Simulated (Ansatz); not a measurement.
Single-point calculation of TiSi₆₃ (part 2 of 2)

The same run, continued: TiSi₆₃ (defect cell, 64 atoms in the cell); DFT PBE, scalar-relativistic, plane waves, PAW, spin-polarised (Ansatz 0.2.0); cutoff 420 eV, 1×1×1 k-mesh, Gaussian smearing of 0.05 eV, collinear spins. The structure derives from a Materials Project entry.

**Output, continued**
```
SCF iter   1: F=—  HF=-42546.243731 eV  |F-HF|=—  |Δ(HF+E_count)|=         —  Δρ=5.82e-7 (↑5.82e-7 ↓5.80e-7)  dr2=3.07e-8  dr2_m=2.95e-13  M=0.000 μB ∫|m|=0.000 μB  β_m=0.30  ethr=6.14e-7  ⟨swp⟩=3.0  Hψ=2344  notcnv=0
eigensolver tolerance schedule: the retry pair's looser diagonalisation over-reported the residual by 52723.34 of it (diagonalisation noise at an unbounded share of the residual, at the tolerance the schedule requests for it); recorded, not acted on — ethr = c·dr2/N_el stays at c = 1.0e-1
preconditioner: auto → Resta (q_TF=auto, 2.076 Å⁻¹)  ε∞=7.3  [insulator: Δε(μ)=0.962 eV  Ē_g=6.417 eV  σ=0.050 eV  W_gap=1.00  n_scr=204 (ndim 8)  ℏωp=16.1 eV  f_vac=0.000  D(μ)=0.00/eV (n_scr^D=0)  ε∞_Penn≈7.3]
spin=Collinear: Resta preconditioning applied to the charge; magnetization (m = ρ↑ − ρ↓) channel mixes plain (no charge-response kernel on spin).
SCF iter   2: F=—  HF=-42546.244131 eV  |F-HF|=—  |Δ(HF+E_count)|=   4.00e-4  Δρ=1.90e-7 (↑1.88e-7 ↓1.90e-7)  dr2=3.38e-9  dr2_m=6.78e-14  M=0.000 μB ∫|m|=0.000 μB  β_m=0.28  ethr=1.16e-11  ⟨swp⟩=11.0  Hψ=1844  notcnv=0
SCF iter   3: F=-42546.244131 eV  HF=-42546.244131 eV  |F-HF|=3.49e-10  |Δ(HF+E_count)|=  2.18e-10  Δρ=1.24e-7 (↑1.24e-7 ↓1.23e-7)  dr2=1.49e-9  dr2_m=5.06e-14  M=0.000 μB ∫|m|=0.000 μB  ethr=1.28e-12  ⟨swp⟩=1.0  Hψ=648  notcnv=0
SCF 1 converged in 3 iterations: F = -42546.244131 eV  dr2 = 1.49e-9
  greatest PAW one-centre occupation: 0.999 electrons in one spin orbital (limit 2), on the Ti atom at site 0 (counted from 0), in its partial waves of l = 0
NSCF: frozen V_eff on 1 k-points
SCF converged after 3 iterations
Magnetization: 0.0000 μB (132.0000 up, 132.0000 down)
Absolute magnetization: 0.0000 μB (∫|ρ↑−ρ↓|, with the PAW one-centre terms)
Spin contamination: 0.0000 ħ² per cell (⟨S²⟩ above its minimum at these occupations)
Per-site moments (μB) at R_I (Å): [(2.330349442338727e-7, 1.022796210814166), (-5.31321418391075e-9, 0.9608263197248472), (-7.845187316970812e-10, 0.9548553022262578), (-4.136932246585801e-9, 0.9604366491015853), (-9.981565114548641e-9, 0.9670990398550822), (-5.17114592247241e-9, 0.9581382507272873), (-1.134714595093715e-9, 0.9592071129381956), (-2.5720242302283974e-9, 0.958403920759902), (4.67152396264328e-11, 0.9528591589796783), (-2.1163501930099877e-9, 0.9601406064084588), (-2.9378273189889355e-9, 0.9568690978955247), (-1.0169074095796292e-8, 0.9554649869259226), (4.2551291274355455e-10, 0.9602668223765443), (-2.7432996183938473e-10, 0.9588390818167553), (-2.2748252416989024e-9, 0.9624406368696744), (-2.426685521029968e-9, 0.9616493299454802), (-7.057468481635718e-9, 0.9548553022262578), (1.0738139696033823e-10, 0.9581382507272873), (-1.9122086910036543e-9, 0.9592071129381956), (-9.654703305429618e-10, 0.958403920759902), (-1.41042121798171e-8, 0.9528591589796783), (4.0514870432159145e-10, 0.9601406064084588), (-3.2360555981594937e-9, 0.9568690978955247), (-5.474972329755454e-10, 0.9554649869259226), (-2.868237753641684e-9, 0.9602668223765443), (1.6541989303205694e-10, 0.9588390818167553), (-2.773315077294743e-9, 0.9624406368696744), (-1.4965412275819502e-8, 0.9709792655542684), (-2.7534595844406462e-9, 0.9608263197248472), (-4.7181978570514085e-9, 0.9616493299454802), (-7.392706429307528e-9, 0.9604366491015853), (1.7969459248041468e-9, 0.9670990398550822), (-1.5512842309326722e-8, 0.951205955677847), (-2.2911548450259456e-9, 0.9621459169225385), (3.3523935197913356e-9, 0.9639662768833415), (-1.5060697469561086e-9, 0.957280261766199), (-3.970438936306575e-9, 0.9659037039400938), (3.496637311639855e-10, 0.9616460842745671), (4.594640721484635e-9, 0.963867952479773), (-1.3649592738109279e-9, 0.9623568261555865), (3.1201846837620464e-9, 0.9640949871237396), (-2.1207684439792723e-9, 0.9635489755931519), (1.864367554531382e-9, 0.961590408404904), (-6.432954072862616e-9, 0.962608006462616), (-2.5013140190331206e-9, 0.9636916352365948), (-5.041805589644747e-9, 0.9616692555067707), (-3.254496843944585e-9, 0.9618417068959819), (-2.1493692603478603e-10, 0.9542081828127721), (6.9112898571530985e-9, 0.964037086539983), (2.1458960098955296e-9, 0.9623568261555865), (-1.2356067261238345e-9, 0.9640949871237396), (2.7171788480804632e-9, 0.9536268409954367), (-7.787279948205443e-9, 0.9678254416443732), (-4.582638210260478e-9, 0.9636916352365948), (-1.1797862490338262e-8, 0.9542081828127721), (-3.2934029346415104e-9, 0.9616692555067707), (-2.897439908567199e-9, 0.9616460842745671), (-1.662954068936429e-9, 0.9618417068959819), (-3.3584841088328842e-9, 0.9626574524308728), (-3.29110199270794e-9, 0.9621459169225385), (-5.188348826625166e-9, 0.9639662768833415), (1.004539944360136e-9, 0.962608006462616), (-4.064882211349203e-9, 0.961590408404904), (-7.609067489705798e-10, 0.951205955677847)]
Free energy (F): -42546.244131 eV
Harris-Foulkes:  -42546.244131 eV  (|F-HF|=3.49e-10)
Internal energy: -42546.244131 eV  (E = F + TS)
E sigma→0 (E₀):  -42546.244131 eV
Fermi energy:    5.885132 eV
--- Per-component energies (eV) ---
  E_band       = -74.558888
  E_kinetic    = 2813.419468
  E_local      = -3823.154481  (includes V_loc(G=0)·N_el)
  E_nonlocal   = 1648.180773
  E_hartree    = 1337.285747
  E_xc         = -3569.947781
  E_vxc        = -3060.149281  (∫ρ·V_xc dr)
  E_paw        = -33353.387597  (= ΣΔE_a)
  E_vpaw       = -327.428109  (= ΣTr[D̂ρ^β])
  E_aug_tail   = 0.000518  (compensation charges beyond the density's cutoff)
  E_ewald      = -7598.640779
  E_smearing   = -0.000000  (= −TS)
  E_closure    = -0.000000  (closes the sum)
  Σ components = -42546.244131   (vs F -42546.244131, Δ=0.00e0)
--- Forces (eV/Å), atoms counted from 1 ---
  atom   1  Ti    -0.01449895    -0.02537476     0.01045670
  atom   2  Si    -0.00891697    -0.00783952     0.00225154
  atom   3  Si    -0.00180354     0.00184049     0.00837850
  atom   4  Si    -0.00512800    -0.00639436     0.00324506
  atom   5  Si    -0.00428236    -0.00523556    -0.00140580
  atom   6  Si    -0.00026826    -0.00227322     0.00343872
  atom   7  Si    -0.00406044     0.00060623     0.00468309
  atom   8  Si     0.00139542     0.00403176     0.00933302
  atom   9  Si    -0.00992722    -0.01147233     0.01044441
  atom  10  Si     0.00464866     0.00080951     0.01015821
  atom  11  Si    -0.00200699    -0.00252052     0.00997501
  atom  12  Si     0.00305285     0.00537081     0.01952427
  atom  13  Si    -0.00048521    -0.00152940     0.00066510
  atom  14  Si    -0.00238724     0.00222341     0.01265227
  atom  15  Si     0.00296705    -0.00712279     0.01140269
  atom  16  Si    -0.00230265     0.00576575     0.00494865
  atom  17  Si    -0.00095218     0.00116630    -0.00464436
  atom  18  Si     0.00374333    -0.00294659    -0.00133702
  atom  19  Si    -0.00056630     0.00401776    -0.00221046
  atom  20  Si     0.00192888     0.00133457    -0.00686858
  atom  21  Si     0.00514676     0.01602743    -0.03820135
  atom  22  Si     0.00124861     0.00363623    -0.01490721
  atom  23  Si     0.00384746    -0.00166159    -0.01079587
  atom  24  Si     0.00047146    -0.00013841    -0.00786186
  atom  25  Si     0.00606518     0.00625065    -0.00109625
  atom  26  Si    -0.00186854     0.00112794    -0.00927259
  atom  27  Si    -0.00215769    -0.00142562    -0.00166186
  atom  28  Si    -0.00360757    -0.00492354     0.01867709
  atom  29  Si    -0.00252148    -0.00111943    -0.00433913
  atom  30  Si     0.00352101     0.00089323    -0.01285967
  atom  31  Si     0.00641014     0.00645078    -0.00571144
  atom  32  Si    -0.00802765    -0.00873808    -0.00619755
  atom  33  Si     0.02441325    -0.00179952     0.01002656
  atom  34  Si     0.00999432     0.00403197     0.00627410
  atom  35  Si    -0.00208514    -0.00523614     0.00427705
  atom  36  Si     0.00284510    -0.01266444     0.01010768
  atom  37  Si     0.01254685     0.00635665    -0.00290202
  atom  38  Si     0.00475519     0.00389861     0.00048577
  atom  39  Si     0.00399602     0.00454717     0.00402168
  atom  40  Si     0.00009581    -0.00252856    -0.00094869
  atom  41  Si    -0.00260108    -0.00290095    -0.00385069
  atom  42  Si    -0.00464602    -0.00643461     0.00044189
  atom  43  Si    -0.00402622    -0.00518120    -0.00407696
  atom  44  Si    -0.00815016    -0.00547177     0.00725807
  atom  45  Si     0.00358001     0.00125185    -0.00166607
  atom  46  Si    -0.00413809    -0.00116341    -0.00277535
  atom  47  Si    -0.00167161     0.00563807     0.00379413
  atom  48  Si     0.00452058    -0.01220551    -0.00976778
  atom  49  Si     0.00562701     0.01040807     0.00673237
  atom  50  Si    -0.00407870    -0.00229866    -0.00267981
  atom  51  Si     0.00241201     0.00397924     0.00013256
  atom  52  Si    -0.00928833    -0.00403235    -0.00128394
  atom  53  Si     0.00174513     0.01238256    -0.00555412
  atom  54  Si    -0.00567812    -0.00369795    -0.00257315
  atom  55  Si    -0.00586194     0.04196916     0.00113913
  atom  56  Si     0.00047682     0.00162808    -0.00229017
  atom  57  Si    -0.00285220     0.00288968    -0.00207387
  atom  58  Si     0.01112553    -0.00088295    -0.00053165
  atom  59  Si    -0.00151886    -0.00452559    -0.00527233
  atom  60  Si    -0.00679509    -0.00691011     0.00402014
  atom  61  Si     0.00866598     0.00514512    -0.00687536
  atom  62  Si     0.00562786     0.00267300    -0.00442940
  atom  63  Si     0.00220017    -0.00019679     0.00199506
  atom  64  Si    -0.00991458     0.00049582    -0.01202243
  max |Σ_I F_I| component: 4.26e-6 eV/Å
--- Band table (eV) ---
  k-point 0 ↑: bands = ["-51.1042", "-27.4692", "-27.3724", "-27.3469", "-6.1408", "-5.4931", "-5.4478", "-5.1324", "-4.9158", "-4.8954", "-4.8863", "-4.8131", "-4.7992", "-4.7007", "-4.2703", "-4.2598", "-4.2246", "-4.2212", "-4.1914", "-4.1721", "-4.1198", "-4.1132", "-3.7275", "-3.2586", "-3.2493", "-3.2423", "-3.2210", "-3.2155", "-2.8783", "-2.3988", "-2.3607", "-2.3527", "-2.2253", "-2.0078", "-1.9748", "-1.9504", "-1.9356", "-1.9284", "-1.9160", "-1.7175", "-1.7062", "-1.6421", "-1.6061", "-1.1883", "-0.8581", "-0.8245", "-0.8180", "-0.6791", "-0.5648", "-0.4021", "-0.3258", "-0.2342", "-0.1852", "0.1403", "0.3492", "0.4829", "0.6235", "0.7502", "0.8262", "1.0251", "1.0987", "1.1074", "1.1273", "1.1881", "1.2481", "1.4327", "1.5334", "1.5428", "1.6229", "1.6625", "1.6959", "1.8042", "1.9005", "1.9499", "1.9837", "1.9892", "2.0539", "2.1517", "2.1682", "2.3190", "2.3965", "2.4291", "2.4800", "2.5146", "2.5800", "2.7440", "2.9893", "3.0027", "3.0089", "3.0328", "3.0899", "3.1026", "3.1610", "3.2127", "3.2819", "3.3594", "3.3808", "3.3992", "3.4818", "3.5124", "3.5454", "3.5772", "3.5890", "3.6264", "3.6840", "3.7085", "3.7594", "3.7907", "3.8424", "3.8945", "4.0038", "4.1069", "4.2487", "4.2553", "4.2814", "4.3115", "4.3238", "4.3716", "4.4025", "4.4158", "4.4951", "4.5608", "4.6670", "4.7745", "4.7995", "4.9876", "5.1040", "5.1222", "5.1890", "5.3021", "5.3239", "5.4042", "6.3661", "6.4162", "6.6159", "6.6804", "6.7234", "6.7801", "6.8429", "6.9580", "7.0230", "7.0820", "7.1757", "7.2139", "7.2411", "7.3135", "7.4023", "7.4219", "7.4787", "7.5092", "7.5425", "7.6158", "7.7495", "7.7967", "7.8853"]
  k-point 0 ↓: bands = ["-51.1042", "-27.4692", "-27.3724", "-27.3469", "-6.1408", "-5.4931", "-5.4478", "-5.1324", "-4.9158", "-4.8954", "-4.8863", "-4.8131", "-4.7992", "-4.7007", "-4.2703", "-4.2598", "-4.2246", "-4.2212", "-4.1914", "-4.1721", "-4.1198", "-4.1132", "-3.7275", "-3.2586", "-3.2493", "-3.2423", "-3.2210", "-3.2155", "-2.8783", "-2.3988", "-2.3607", "-2.3527", "-2.2253", "-2.0078", "-1.9748", "-1.9504", "-1.9356", "-1.9284", "-1.9160", "-1.7175", "-1.7062", "-1.6421", "-1.6061", "-1.1883", "-0.8581", "-0.8245", "-0.8180", "-0.6791", "-0.5648", "-0.4021", "-0.3258", "-0.2342", "-0.1852", "0.1403", "0.3492", "0.4829", "0.6235", "0.7502", "0.8262", "1.0251", "1.0987", "1.1074", "1.1273", "1.1881", "1.2481", "1.4327", "1.5334", "1.5428", "1.6229", "1.6625", "1.6959", "1.8042", "1.9005", "1.9499", "1.9837", "1.9892", "2.0539", "2.1517", "2.1682", "2.3190", "2.3965", "2.4291", "2.4800", "2.5146", "2.5800", "2.7440", "2.9893", "3.0027", "3.0089", "3.0328", "3.0899", "3.1026", "3.1610", "3.2127", "3.2819", "3.3594", "3.3808", "3.3992", "3.4818", "3.5124", "3.5454", "3.5772", "3.5890", "3.6264", "3.6840", "3.7085", "3.7594", "3.7907", "3.8424", "3.8945", "4.0038", "4.1069", "4.2487", "4.2553", "4.2814", "4.3115", "4.3238", "4.3716", "4.4025", "4.4158", "4.4951", "4.5608", "4.6670", "4.7745", "4.7995", "4.9876", "5.1040", "5.1222", "5.1890", "5.3021", "5.3239", "5.4042", "6.3661", "6.4162", "6.6159", "6.6804", "6.7234", "6.7801", "6.8429", "6.9580", "7.0230", "7.0820", "7.1757", "7.2139", "7.2411", "7.3135", "7.4023", "7.4219", "7.4787", "7.5092", "7.5425", "7.6158", "7.7495", "7.7967", "7.8853"]
--- Löwdin populations: 64 sites ---
  site symbol       q [e]    m [muB]
     0     Ti     11.2087     0.0000
     1     Si      3.9419    -0.0000
     2     Si      3.9566    -0.0000
     3     Si      3.9606    -0.0000
     4     Si      3.9485    -0.0000
     5     Si      3.9621    -0.0000
     6     Si      3.9601    -0.0000
     7     Si      3.9559    -0.0000
     8     Si      3.9508     0.0000
     9     Si      3.9579    -0.0000
    10     Si      3.9548    -0.0000
    11     Si      3.9323    -0.0000
    12     Si      3.9384     0.0000
    13     Si      3.9543     0.0000
    14     Si      3.9533    -0.0000
    15     Si      3.9544    -0.0000
    16     Si      3.9484    -0.0000
    17     Si      3.9511     0.0000
    18     Si      3.9546    -0.0000
    19     Si      3.9580    -0.0000
    20     Si      4.2056    -0.0000
    21     Si      3.9555     0.0000
    22     Si      3.9557    -0.0000
    23     Si      3.9653     0.0000
    24     Si      3.9541    -0.0000
    25     Si      3.9556     0.0000
    26     Si      3.9591    -0.0000
    27     Si      4.1954    -0.0000
    28     Si      3.9595    -0.0000
    29     Si      3.9623    -0.0000
    30     Si      3.9522    -0.0000
    31     Si      3.9707     0.0000
    32     Si      4.1907    -0.0000
    33     Si      3.9435    -0.0000
    34     Si      3.9610     0.0000
    35     Si      3.9536    -0.0000
    36     Si      3.9651    -0.0000
    37     Si      3.9624    -0.0000
    38     Si      3.9551     0.0000
    39     Si      3.9654    -0.0000
    40     Si      3.9619     0.0000
    41     Si      3.9579    -0.0000
    42     Si      3.9437     0.0000
    43     Si      3.9562    -0.0000
    44     Si      3.9592    -0.0000
    45     Si      3.9565    -0.0000
    46     Si      3.9566    -0.0000
    47     Si      3.9381     0.0000
    48     Si      3.9464     0.0000
    49     Si      3.9596     0.0000
    50     Si      3.9582    -0.0000
    51     Si      3.9561     0.0000
    52     Si      3.9661    -0.0000
    53     Si      3.9590    -0.0000
    54     Si      4.1897    -0.0000
    55     Si      3.9655    -0.0000
    56     Si      3.9581    -0.0000
    57     Si      3.9460     0.0000
    58     Si      3.9564    -0.0000
    59     Si      3.9610    -0.0000
    60     Si      3.9572    -0.0000
    61     Si      3.9599     0.0000
    62     Si      3.9545    -0.0000
    63     Si      3.9436     0.0000
  spilling = 0.010005 (of n_electrons = 264.000000)
--- Band densities, each state counted as filled ---
  window                                       electrons  max residual (eV)  cut levels
  e_range: [-1.08, -0.47]            7.000000 + 7.000000             1.3e-6           0
  e_range: [0.47, 1.08]              8.000000 + 8.000000             1.2e-6           0
```

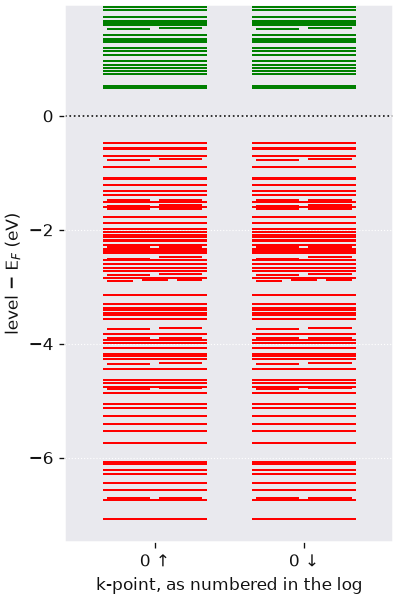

*Kohn–Sham levels near the Fermi level (dotted) at the few k-points that the log prints; levels within 0.02 eV of each other stand side by side.*

Among these points the highest filled and lowest empty levels are 0.96 eV apart, which is the gap on the mesh.

**Key numbers**

```csv
quantity,value
outcome,converged
electrons treated,264
free energy,−42546.2441 eV
Fermi energy,5.885 eV
gap on the k-point mesh,0.96 eV
net moment of the cell,0.00 μB
integrated absolute moment,0.00 μB
largest force (length of the vector),0.042 eV/Å
hardware,"4 threads of Arm Neoverse V2, 24 GiB of memory available, shared host"
wall time,83 s (CPU time 5.4 min)
peak memory,2.5 GiB
```

**Remarks**

So coarse a mesh can miss the band edges, so the true gap of this method can be much smaller, or zero. The k-point mesh is coarse for a cell of this size, so the results may not be converged.
